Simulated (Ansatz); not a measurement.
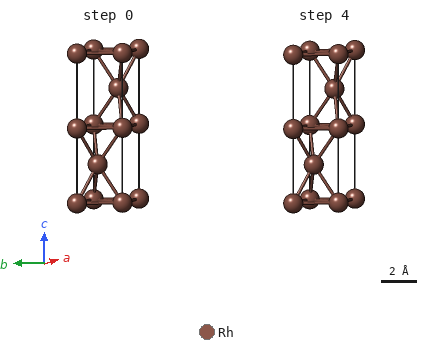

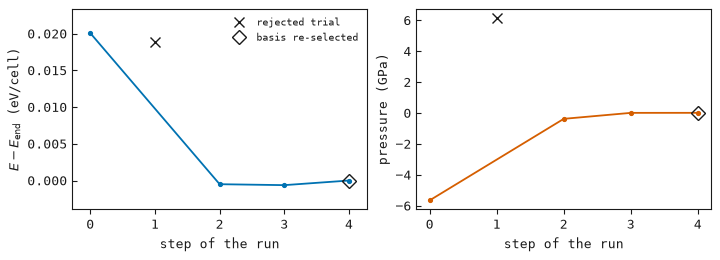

First and last geometry of a relaxation of a crystal of Rh (set up in P6_3/mmc), with the history of the run. Style: ball-and-stick. Shown: the cell of the calculation, from a free direction.

The calculation used DFT PBEsol, scalar-relativistic, plane waves, PAW in Ansatz.

The input:
```yaml
crystal:
  lattice:
    - [2.6917446234, 0.0, 0.0]
    - [-1.3458723117, 2.3311192244, 0.0]
    - [0.0, 0.0, 8.79807013]
  atoms:
    - { symbol: Rh, position: [0.0, 0.0, 0.0] }
    - { symbol: Rh, position: [0.33333333, 0.66666667, 0.25] }
    - { symbol: Rh, position: [0.0, 0.0, 0.5] }
    - { symbol: Rh, position: [0.66666667, 0.33333333, 0.75] }
basis:
  ecutwfc: 420
kpoints:
  mp_grid: { grid: [18, 18, 6] }
hamiltonian:
  xc: pbesol
scf:
  occupations: { method: gaussian, width: 0.1 }
output:
  forces: true
  stress: true
  eigenvalues: true
relax:
  adjacent_minimum: "off"
  f_tol: 0.005
  max_steps: 80
  cell: { stress_tol: 0.05 }
```

Launched with:
```bash
ansatz run input.yaml --threads 2 --pin off --max-ram 5120MiB --backend cpu --events-out ev --progress --plain --runs-dir out
```

> Read the history and describe the run.

It converged. The energy falls by 20.1 meV per cell of the calculation in 2 accepted moves (4 points after the start). All forces vanish by symmetry, so only the cell relaxes. Pressure: −5.65 GPa at the start and 0.01 GPa at the end. The line search rejected the trial step at point 1 of the run. At 1 point the geometry stayed and the basis and grid were re-selected for the new cell (energy shift of 0.6 meV per cell of the calculation at most each time). The atoms keep their places relative to the cell (all moves are under 0.005 Å). The drawn cell changes as follows: a = b 2.692 → 2.675 Å (−0.6 %), c 8.798 → 8.727 Å (−0.8 %); the volume changes by −2.0 %. Near-neighbour distances that change, for instance: Rh1–Rh2 2.693 → 2.673 Å, Rh1–Rh1 2.692 → 2.675 Å. The space group stays P6_3/mmc (No. 194). The run took 15 s on 2 threads of AMD EPYC 9R45 96-Core Processor (Zen 5), with other jobs on the host, peak memory 0.55 GiB.

| step | E − E(0), meV/atom | pressure, GPa | volume, Å³/atom | note |
| --- | --- | --- | --- | --- |
| 0 | 0.00 | -5.65 | 13.801 |  |
| 1 | -0.31 | 6.16 | 13.259 | rejected |
| 2 | -5.15 | -0.38 | 13.543 |  |
| 3 | -5.18 | 0.01 | 13.525 |  |
| 4 | -5.02 | 0.01 | 13.525 | same geometry, new basis |
